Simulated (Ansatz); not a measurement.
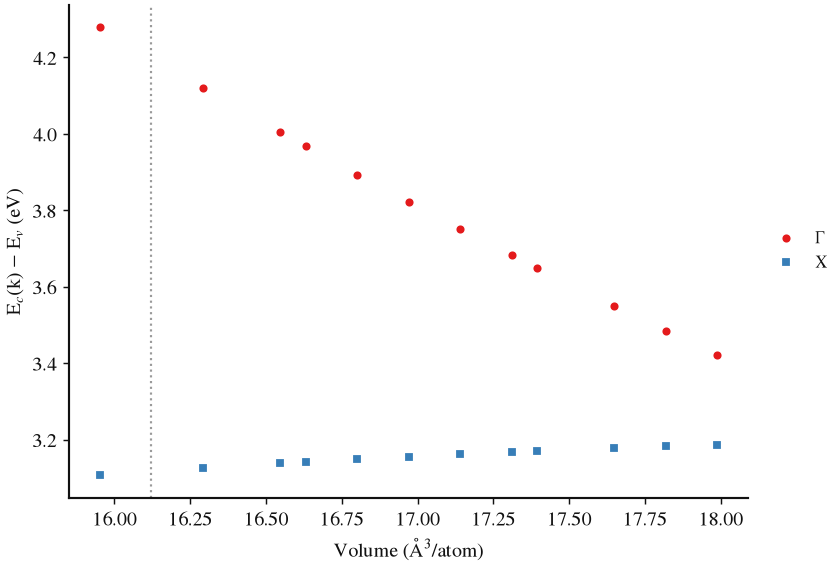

Lowest conduction level at Γ, counted from the valence-band top at Γ, and the lowest one over the whole k mesh, at X. One run is left out (dotted line).

System: rocksalt SrO, space group Fm-3m (No. 225), 2 atoms in the primitive cell. The cell is scaled uniformly. Computed with Ansatz: LDA, all-electron LAPW, no spin polarisation, no spin-orbit coupling, 8×8×8 k mesh, Fermi-Dirac smearing of 0.02 eV.

| volume | Γ (eV) | X (eV) | pressure (GPa) |
| --- | --- | --- | --- |
| 15.95 Å³/atom | 4.28 | 3.11 | 1.9 |
| 16.29 Å³/atom | 4.12 | 3.12 | −0.3 |
| 16.55 Å³/atom | 4.00 | 3.14 | −1.9 |
| 16.63 Å³/atom | 3.97 | 3.14 | −2.4 |
| 16.80 Å³/atom | 3.89 | 3.15 | −3.3 |
| 16.97 Å³/atom | 3.82 | 3.16 | −4.2 |
| 17.14 Å³/atom | 3.75 | 3.16 | −5.0 |
| 17.31 Å³/atom | 3.68 | 3.17 | −5.8 |
| 17.39 Å³/atom | 3.65 | 3.17 | −6.2 |
| 17.65 Å³/atom | 3.55 | 3.18 | −7.2 |
| 17.82 Å³/atom | 3.48 | 3.18 | −7.9 |
| 17.99 Å³/atom | 3.42 | 3.19 | −8.5 |

**Fill in the row for 16.12 Å³/atom.**

Fits through the other points against the logarithm of the volume give 4.19 eV at Γ and 3.12 eV at X (straight lines). The run itself gives 4.20 and 3.12 eV, within 0.01 eV of the estimates.

**What are the deformation potentials dE/d ln V?**

Straight lines against ln V have slopes of −7.1 eV at Γ and +0.7 eV at X.

LDA, GGA and most meta-GGA functionals understate gaps.
